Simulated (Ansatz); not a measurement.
AlCu₃

```xyz
4
Lattice="3.6418 0.0000 0.0000 0.0000 3.6418 0.0000 0.0000 0.0000 3.6418" Properties=species:S:1:pos:R:3 pbc="T T T"
Al    0.0000    0.0000    0.0000
Cu    1.8209    1.8209    0.0000
Cu    1.8209    0.0000    1.7009
Cu    0.0000    1.8209    1.9409
```

Space group P-4m2; a structure from a database of computed crystals, not necessarily the ambient phase; not relaxed (largest force 0.8 eV/Å); computed without spin polarisation.

Level of theory: DFT r2SCAN, scalar-relativistic, plane waves, PAW in Ansatz.

**What will maps of the valence pseudo-density and electron localisation function show?**

Al–Cu (2.49 Å): the density is about 0.3 e/Å³ at the midpoint; the ELF is about 0.45 at the midpoint.
Cu–Cu (2.49 Å): ρ at the midpoint is about 0.31 e/Å³; the ELF is about 0.25 at the midpoint: no localised pair shows between them.
Al–Cu (2.58 Å): the density is about 0.26 e/Å³ at the midpoint; the ELF is about 0.40 at the midpoint.
Cu–Cu (2.59 Å): ρ is about 0.27 e/Å³ halfway; the ELF is about 0.25 at the midpoint; no shared electron pair shows on this line.

**Metal or insulator at this level of theory?**

It is gapless in this calculation (a metal or semimetal).

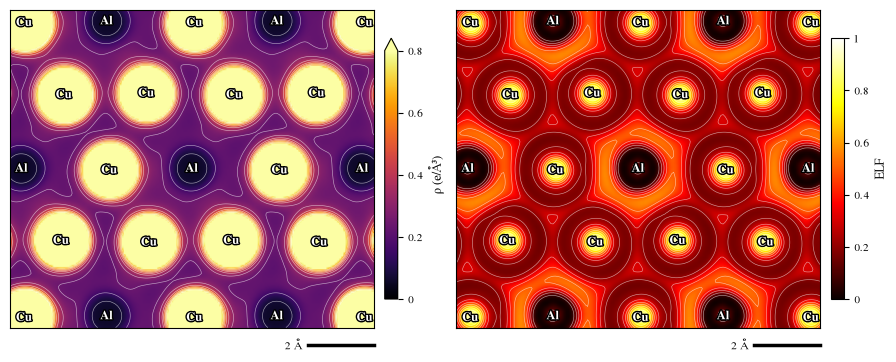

Computed valence pseudo-density and electron localisation function on the (111) plane of the conventional cell, in this order. 

In a PAW calculation such maps are meaningful between the atoms, not at the nuclei.
